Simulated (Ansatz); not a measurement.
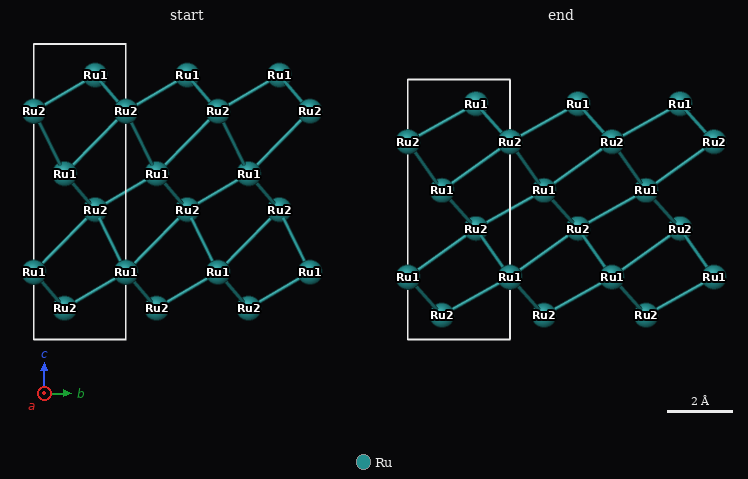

The structure of a crystal of Ru (built on the grey arsenic (A7)_166 type) (coarse preliminary run) before (left) and after (right) a relaxation, at one scale.

Style: ball-and-stick. Shown: the conventional cell (3 times the calculation's cell), repeated 1 × 3 × 1 with one cell outlined, along the a axis. Lengths and directions refer to the drawn axes.

Case: grey arsenic (A7) type (R-3m, No. 166).

Computed with Ansatz 0.2.0, DFT PBEsol, scalar-relativistic, plane waves, PAW.

Input file:
```yaml
crystal:
  lattice:
    - [1.6398700866, 0.9467794359, 3.0409424665]
    - [-1.6398700866, 0.9467794359, 3.0409424665]
    - [0.0, -1.8935588719, 3.0409424665]
  atoms:
    - { symbol: Ru, position: [0.22754, 0.22754, 0.22754] }
    - { symbol: Ru, position: [0.77246, 0.77246, 0.77246] }
basis:
  ecutwfc: 420
kpoints:
  mp_grid: { grid: [6, 6, 6] }
hamiltonian:
  xc: pbesol
scf:
  occupations: { method: gaussian, width: 0.1 }
  lower_state_search: "off"
output:
  forces: true
  stress: true
  eigenvalues: true
relax:
  adjacent_minimum: "off"
  f_tol: 0.04
  max_steps: 70
  cell: { stress_tol: 0.4 }
```

Q: Summarise the run.

A: Over 9 accepted moves (15 points after the start) the energy falls by 427 meV per atom. The largest force component goes from 3.6 to 0.00066 eV/Å. The pressure goes from 48.31 to 0.11 GPa. The line search rejected the trial steps at points 5, 7, 9, 11 of the run. The SCF was repeated twice at an unchanged geometry on a basis and grid sized afresh for the cell, which shifted the energy by 5.2 meV per atom at most. The largest moves relative to the cell, 0.098 Å, are those of Ru1 and Ru2. Ru1 goes along +c. The volume changes by +8.2 %, with a = b 3.280 → 3.637 Å (+10.9 %), c 9.123 → 8.026 Å (−12.0 %). Among the contacts that change: Ru1–Ru2 2.195 → 2.406 Å, Ru1–Ru2 (another image) 2.704 → 2.581 Å. Among the angles between lasting bonds that change: Ru2–Ru1–Ru2 74.7° → 89.6°, Ru2–Ru1–Ru2 164.8° → 173.6°, Ru2–Ru1–Ru2 93.4° → 85.9°. The space group stays R-3m (No. 166). The run took of the order of 19 core-seconds on a shared host.
